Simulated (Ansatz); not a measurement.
# Ga(100) (I4/mmm bulk, 8 atomic planes (those closer than 0.6 Å count as one), 10 Å): simulated STM

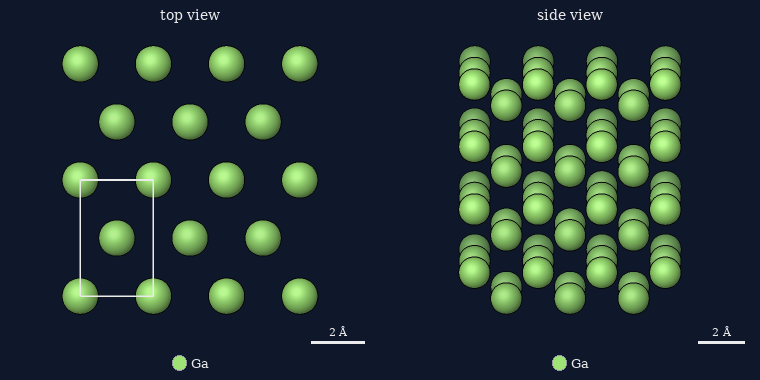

The relaxed structure from above and from the side.

Level of theory: DFT PBEsol, scalar-relativistic, plane waves, PAW (Ansatz). Cutoff 420 eV, 18 × 11 k-points, Gaussian smearing 0.1 eV, dipole correction. The slab is a cut without reconstruction beyond its cell, at the source's lattice constants, with its lower half held fixed and the rest relaxed. No spin polarisation. The run couldn't confirm all of its levels under its output density. The run warns that the functional's potential is rough in the thin density of the vacuum, where the tip is; weak contrasts and barriers may feel it. On this mesh the free atoms still feel up to 0.12 eV/Å.

Images follow the Tersoff–Hamann model: the current is the local density of the sample's states between the Fermi level and the bias, at the tip's centre. Bias windows are sharp sums over the levels of the k mesh.

The calculation's input:

```yaml
crystal:
  lattice:
    - [2.808, 0.0, 0.0]
    - [0.0, 4.458, 0.0]
    - [0.0, 0.0, 27.8279997329]
  atoms:
    - { symbol: Ga, position: [0.5, 0.5, 0.3234152683] }
    - { symbol: Ga, position: [0.0, 0.0, 0.3738680488] }
    - { symbol: Ga, position: [0.5, 0.5, 0.4243208293] }
    - { symbol: Ga, position: [0.0, 0.0, 0.4747736098] }
    - { symbol: Ga, position: [0.5, 0.5, 0.5260257837] }
    - { symbol: Ga, position: [0.0, 0.0, 0.5749449265] }
    - { symbol: Ga, position: [0.5, 0.5, 0.6311790996] }
    - { symbol: Ga, position: [0.0, 0.0, 0.6742547775] }
basis:
  ecutwfc: 420.0
  fft_grid_basis: typed
kpoints:
  mp_grid: { grid: [18, 11, 1] }
hamiltonian:
  xc: pbesol
  pseudopotentials: { kind: paw }
scf:
  occupations: { method: gaussian, width: 0.1 }
output:
  forces: true
  eigenvalues: true
  band_densities:
    - { e_range: [-2.0, -1.0] }
    - { e_range: [-1.0, -0.5] }
    - { e_range: [-0.5, -0.25] }
    - { e_range: [-0.25, 0.0] }
    - { e_range: [0.0, 0.25] }
    - { e_range: [0.25, 0.5] }
    - { e_range: [0.5, 1.0] }
    - { e_range: [1.0, 1.5] }
  band_residual_tolerance: 1.0e-05
  write_potential: true
  elf: true
  write_density: true
  volumetric_format: npy
efield:
  axis: 3
  dipole_correction: true
  ramp_width: 0.04
checkpoint:
  read: start.run
  write: ck
  compress: false
  write_wavefunctions: false
  write_every: 100000
```

Run with:

```sh
ansatz run input.yaml --threads 1 --pin off --max-ram 2211MiB --backend cpu --events-out ev --progress --plain --runs-dir out
```

Cost without the relaxation before it: 4 min on 1 thread of Arm Neoverse V1 (shared host), peak memory 1 GiB.

### 1. One image

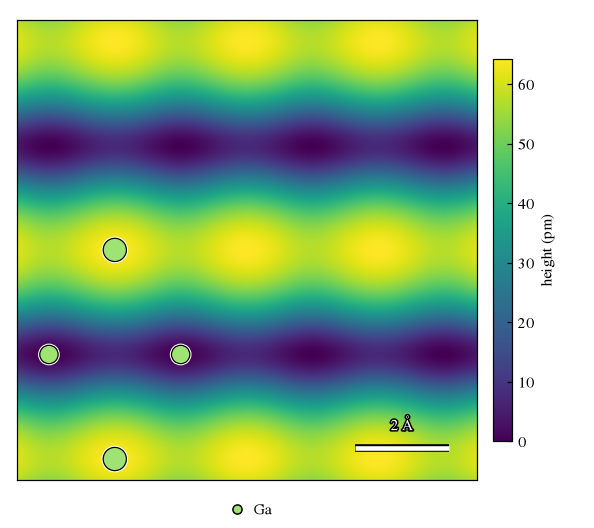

Constant-current image at a set point of 7.2 × 10⁻⁵ e/Å³ of this surface, sample bias −0.25 V. The atoms seen from above are drawn over one corner (deeper ones smaller).

> Assign the bright and dark features to the surface structure.

The brightest spots lie over the top Ga atoms; the darkest points are over the Ga atoms 1.2 Å below the top plane. The corrugation is 64 pm at a mean tip height of 2.9 Å.

### 2. Approach curves

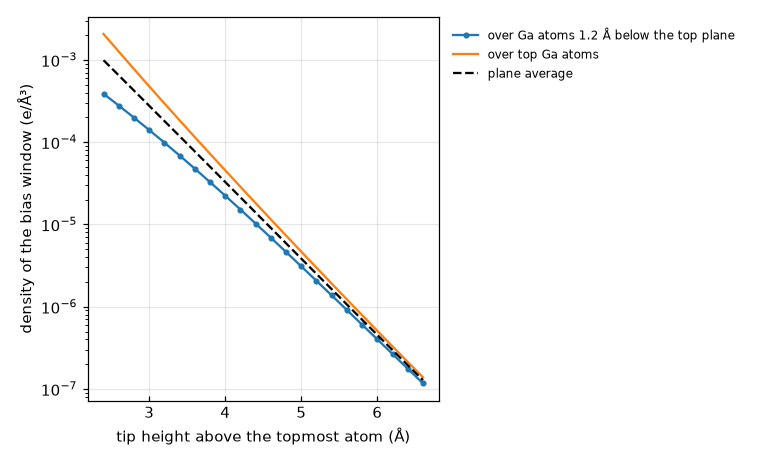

Approach curves over this surface at a sample bias of +1.00 V.

> Estimate the decay constant and the apparent barrier, and compare with the vacuum level, which the run puts 4.25 eV above zero bias.

Near 4 Å the plane average falls as exp(−2.14 z/Å), a factor of 8.5 per ångström, which gives an apparent barrier of 4.4 eV (0.952 eV Å² times the slope squared). The upper edge of the window lies 3.25 eV under the vacuum level. The apparent barrier is above 3.25 eV. At 4 Å the 0.50 eV of states nearest the upper edge carry 50 % of the density.

### 3. Bias series

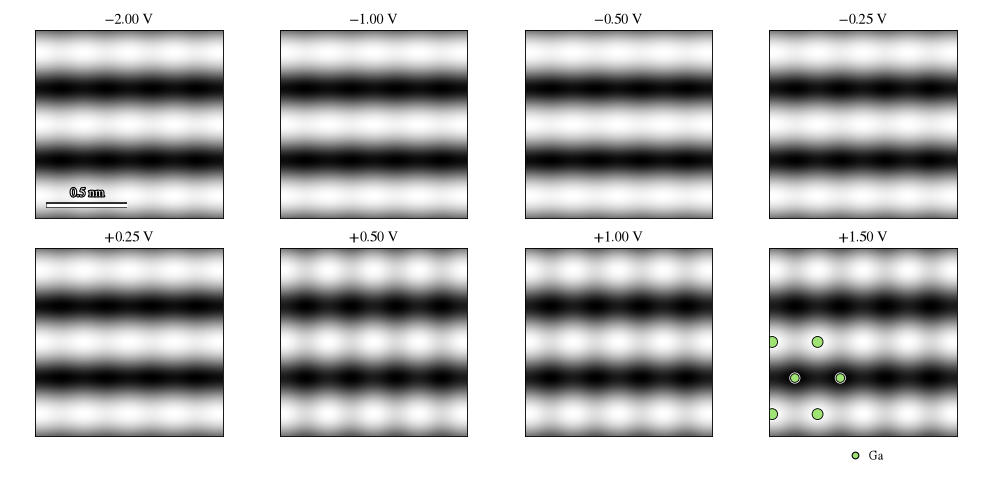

Constant-current images of this surface at 8 sample biases, each on its own colour scale; the last has the atoms seen from above drawn over one corner (deeper ones smaller).

> How do the images change with bias?

| bias | set point (e/Å³) | corrugation | brightest over |
| --- | --- | --- | --- |
| −2.00 V | 9.2 × 10⁻⁶ | 29 pm | top Ga atoms |
| −1.00 V | 7.7 × 10⁻⁶ | 30 pm | top Ga atoms |
| −0.50 V | 5.6 × 10⁻⁶ | 35 pm | top Ga atoms |
| −0.25 V | 2.3 × 10⁻⁶ | 33 pm | top Ga atoms |
| +0.25 V | 2.6 × 10⁻⁶ | 29 pm | top Ga atoms |
| +0.50 V | 5.5 × 10⁻⁶ | 25 pm | top Ga atoms |
| +1.00 V | 1.1 × 10⁻⁵ | 26 pm | top Ga atoms |
| +1.50 V | 2.0 × 10⁻⁵ | 22 pm | top Ga atoms |

The slab has states at the Fermi level, so this model gives a current down to small biases. Its work function (top face) is 4.25 eV.
